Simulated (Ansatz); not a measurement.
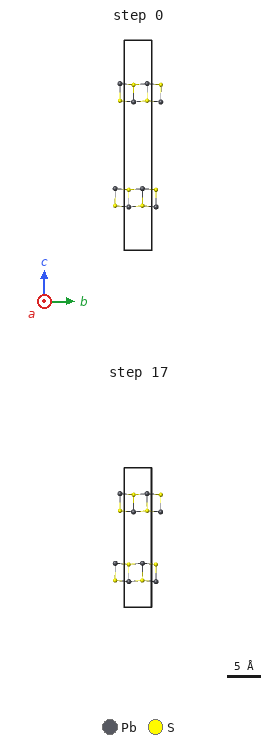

The structure of a crystal of PbS (built on the database structure type) before (top) and after (bottom) a relaxation, at one scale.

The picture is a ball-and-stick view of the cell of the calculation, seen along the a axis.

These are results of DFT, PBE-D3(BJ), plane waves, PAW (Ansatz), not measurements.

The input:
```yaml
crystal:
  lattice:
    - [2.98372052, -2.98370968, 0.0]
    - [2.98372052, 2.98370968, 0.0]
    - [0.0, 0.0, 32.51740387]
  atoms:
    - { symbol: Pb, position: [0.83701531, 0.16298469, 0.20620021] }
    - { symbol: Pb, position: [0.16298469, 0.83701531, 0.79379979] }
    - { symbol: Pb, position: [0.33701531, 0.66298469, 0.29379979] }
    - { symbol: Pb, position: [0.66298469, 0.33701531, 0.70620021] }
    - { symbol: S, position: [0.16172904, 0.83827096, 0.71202147] }
    - { symbol: S, position: [0.83827096, 0.16172904, 0.28797853] }
    - { symbol: S, position: [0.66172904, 0.33827096, 0.78797853] }
    - { symbol: S, position: [0.33827096, 0.66172904, 0.21202147] }
kpoints:
  mp_grid: { grid: [6, 6, 2] }
hamiltonian:
  xc: pbe
  dispersion: d3bj
scf:
  occupations: { method: fermi_dirac, width: 0.02 }
relax:
  f_tol: 0.005
  cell: {}
output:
  write_density: true
  write_potential: true
  elf: true
  volumetric_format: npy
```

Run as
```bash
ansatz run input.yaml --threads 4 --pin off --max-ram 5529MiB --backend cpu --events-out ev --progress --plain --runs-dir out
```

**What changed between the two?**

The run was cut off at its time limit before the relaxation converged, so the last structure is only a point on the way. The energy falls by 56.3 meV per cell of the calculation in 16 accepted moves (17 points after the start). Largest force component: 0.11 eV/Å at the start, 0.11 eV/Å at the end. The pressure goes from −0.02 to 0.11 GPa. The line search rejected the trial step at point 11 of the run. The largest moves relative to the cell, 0.47 Å, are those of Pb1, Pb2, Pb3 and Pb4. Pb1 goes along −c. Largest moves by element: Pb 0.47 Å, S 0.43 Å. The drawn cell changes as follows: a = b 4.220 → 4.207 Å (−0.3 %), c 32.517 → 21.576 Å (−33.6 %); the volume changes by −34.0 %. Some distances before and after: Pb1–S8 2.982 → 2.951 Å, Pb1–S8 (another image) 2.997 → 3.009 Å, Pb1–S8 (another image) 2.990 → 2.980 Å. The space group stays Cmce (No. 64).
